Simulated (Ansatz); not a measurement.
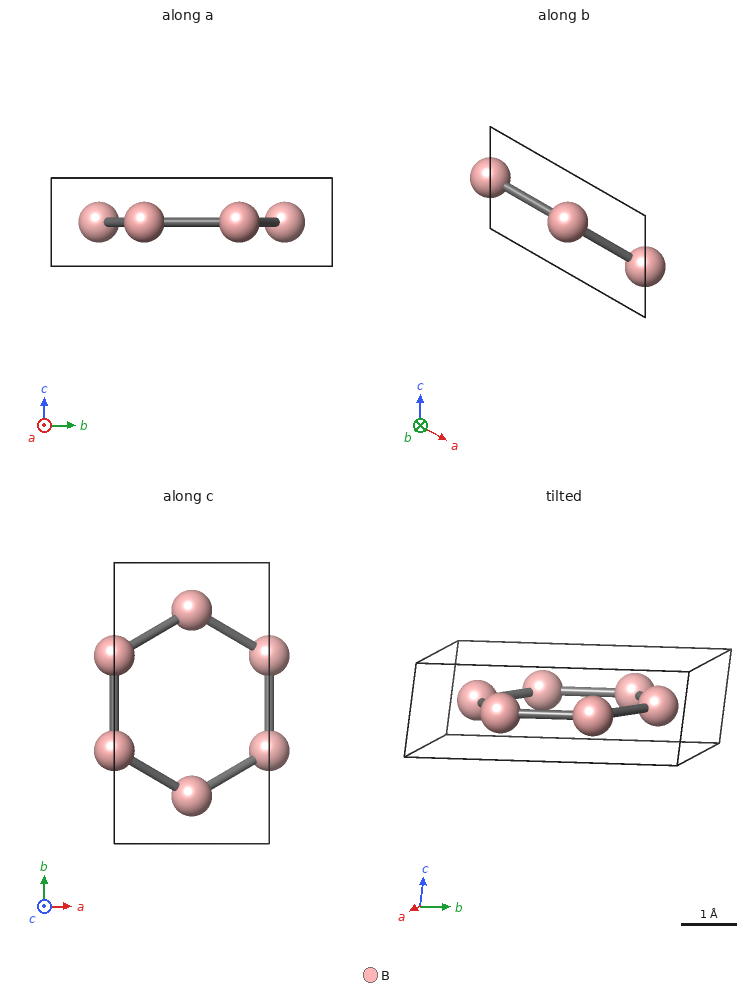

The crystal in a ball-and-stick representation, seen along the a axis, along the b axis, along the c axis and slightly off an axis. The frame is the conventional unit cell; atoms at its boundary are shown with their periodic copies.

Lattice parameters: a = 3.259 Å, b = 5.125 Å, c = 1.858 Å, α = 90.00°, β = 119.90°, γ = 90.00°. Put a along x and b in the xy plane.

Q: Record the structure as a POSCAR file, with free fractional coordinates to two decimals.

A:
```
B
1.0
     3.259    0.000    0.000
     0.000    5.125    0.000
    -0.926    0.000    1.610
B
4
Direct
  0.00 0.67 0.50
  0.50 0.83 0.50
  0.50 0.17 0.50
  0.00 0.33 0.50
```

It goes back to a structure type filled with this element by a generator (whether the element takes this form wasn't checked). The picture shows the end point of a geometry optimisation with DFT PBE, scalar-relativistic, plane waves, PAW in Ansatz.
